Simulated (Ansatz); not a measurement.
## Electronic structure of Hf15O32 (cell with a defect) in real space

```cif
data_structure
_symmetry_space_group_name_H-M 'P 1'
_symmetry_Int_Tables_number 1
_cell_length_a 8.9298
_cell_length_b 8.9298
_cell_length_c 8.9298
_cell_angle_alpha 107.285
_cell_angle_beta 110.328
_cell_angle_gamma 110.823
_cell_volume 547.55
loop_
_atom_site_label
_atom_site_type_symbol
_atom_site_fract_x
_atom_site_fract_y
_atom_site_fract_z
_atom_site_occupancy
Hf1 Hf 0.23786 0.35348 0.85455 1
Hf2 Hf 0.24694 0.85072 0.36480 1
Hf3 Hf 0.74635 0.84982 0.86565 1
Hf4 Hf 0.48945 0.13115 0.89500 1
Hf5 Hf 0.98816 0.12348 0.38786 1
Hf6 Hf 0.99426 0.63527 0.89648 1
Hf7 Hf 0.49547 0.63428 0.39660 1
Hf8 Hf 0.51490 0.87604 0.11836 1
Hf9 Hf 0.01295 0.86829 0.62009 1
Hf10 Hf 0.02412 0.37760 0.11451 1
Hf11 Hf 0.51873 0.37325 0.60674 1
Hf12 Hf 0.27440 0.66011 0.65811 1
Hf13 Hf 0.75224 0.64466 0.13687 1
Hf14 Hf 0.76031 0.15664 0.63300 1
Hf15 Hf 0.27161 0.15722 0.14931 1
O1 O 0.77028 0.26723 0.08724 1
O2 O 0.27189 0.27389 0.62124 1
O3 O 0.27458 0.77398 0.12994 1
O4 O 0.77322 0.77620 0.62688 1
O5 O 0.52075 0.39597 0.98630 1
O6 O 0.08355 0.39062 0.56571 1
O7 O 0.02556 0.90181 0.99029 1
O8 O 0.52366 0.90022 0.49280 1
O9 O 0.52718 0.90353 0.88520 1
O10 O 0.02277 0.89895 0.39032 1
O11 O 0.02330 0.40327 0.88254 1
O12 O 0.50162 0.40274 0.38560 1
O13 O 0.27516 0.89087 0.62544 1
O14 O 0.77226 0.88452 0.11975 1
O15 O 0.77056 0.39368 0.63586 1
O16 O 0.27251 0.38977 0.11561 1
O17 O 0.23153 0.10332 0.87007 1
O18 O 0.73760 0.09244 0.37231 1
O19 O 0.73371 0.60029 0.87282 1
O20 O 0.23214 0.59619 0.37818 1
O21 O 0.45693 0.08385 0.11078 1
O22 O 0.97712 0.10384 0.63841 1
O23 O 0.98476 0.61646 0.13691 1
O24 O 0.48818 0.61829 0.64371 1
O25 O 0.36630 0.61232 0.89208 1
O26 O 0.86982 0.61997 0.37383 1
O27 O 0.83924 0.10506 0.87459 1
O28 O 0.33438 0.09804 0.37165 1
O29 O 0.09773 0.71624 0.74432 1
O30 O 0.60127 0.71933 0.25029 1
O31 O 0.57814 0.20654 0.72513 1
O32 O 0.08369 0.21805 0.23857 1
```

Spin-polarised.

These are results of DFT PBE, scalar-relativistic, plane waves, PAW (Ansatz), not measurements.

Core electrons are frozen (PAW), and the valence fields are smoothed inside the atomic spheres.

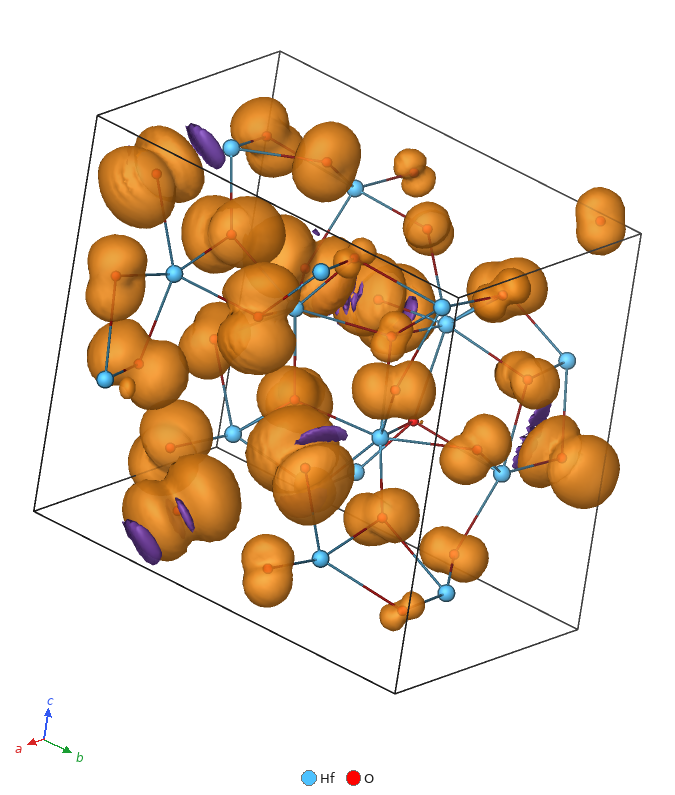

Figure 1. Isosurfaces of the spin density at +0.006 (orange) and −0.006 e/Å³ (purple), seen slightly off an axis. Sticks mark near contacts.

Where is the spin, and how is it ordered?

The spin density sits on O: +0.7 μB and +0.4 μB (×4) in one cell of 47 atoms, with smaller moments on other sites: O (up to +0.21 μB): parallel main moments (a ferromagnetic arrangement) in this solution. The cell of the calculation (47 atoms) carries 4.0 μB of net spin moment.

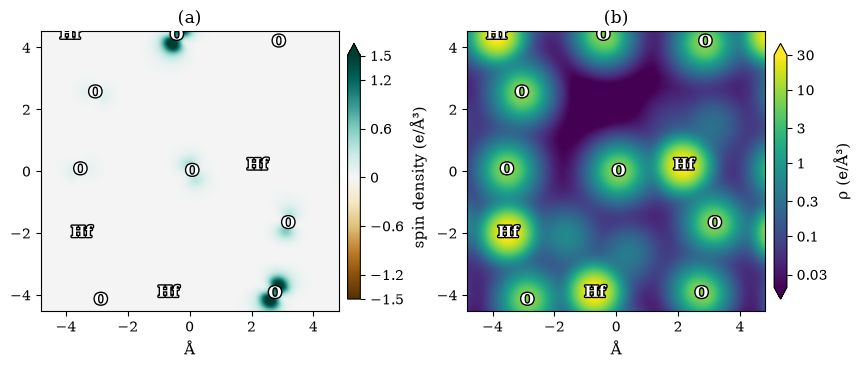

Figure 2. (a) spin density (up minus down); (b) valence electron density on the (001) plane of the calculation cell.

Interpret the plot.

- Atoms in the plane: Hf and O.
- Atoms just off the plane (O, 0.8 Å away) can leave unmarked features too.
- Hf–O (2.04 Å): the density is about 0.88 e/Å³ at the midpoint.
- Hf–O (2.06 Å): ρ at the midpoint is about 0.82 e/Å³.
- Hf–O (2.10 Å): ρ is about 0.73 e/Å³ halfway.
- Hf–O (2.14 Å): ρ at the midpoint is about 0.65 e/Å³.
- Hf–O (2.19 Å): ρ is about 0.57 e/Å³ halfway.
- Between the atoms the lowest density in this plane is 0.003 e/Å³.

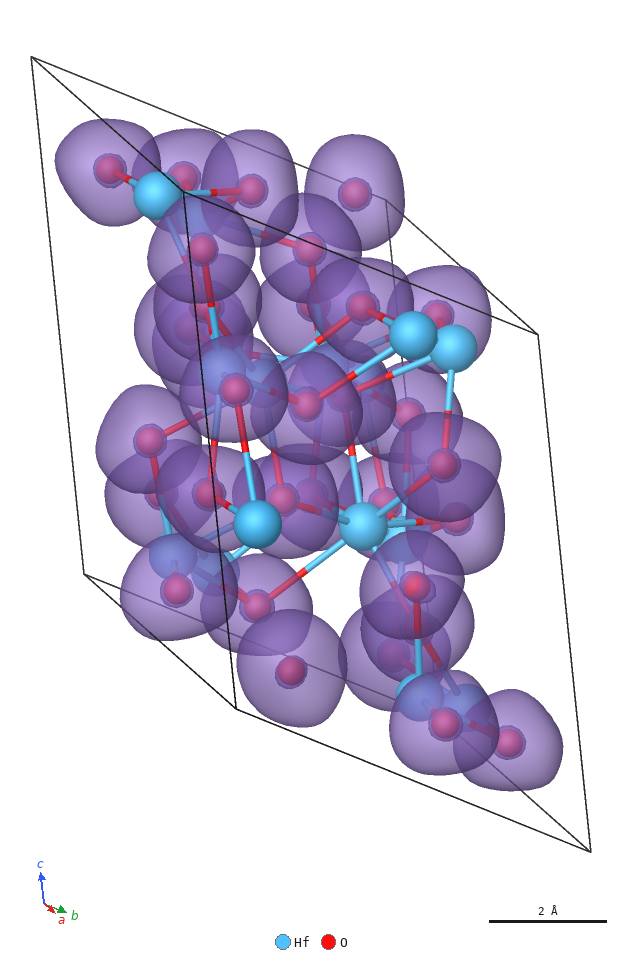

Figure 3. Isosurface of the ELF at 0.6 (purple), seen slightly off an axis. Only the valence region is drawn (cores and ρ < 0.01 e/Å³ removed). Sticks mark near contacts.

Identify the bonds, lone pairs and shells in this picture.

At this value the surface marks out 32 regions wrapped around O (the valence shell of each), counted in one cell of 47 atoms. Any copies at cell faces, edges or corners count once.


Hf–O (2.01 Å): the ELF peaks at about 0.80 in the valence shell of O, 0.6 Å from its nucleus, and drops to about 0.20 between the two atoms (no shared electron pair shows on this line). Hf–O (2.06 Å): the ELF peaks at about 0.85 in the valence shell of O, 0.6 Å from its nucleus, and drops to about 0.20 between the two atoms; no shared electron pair shows on this line.
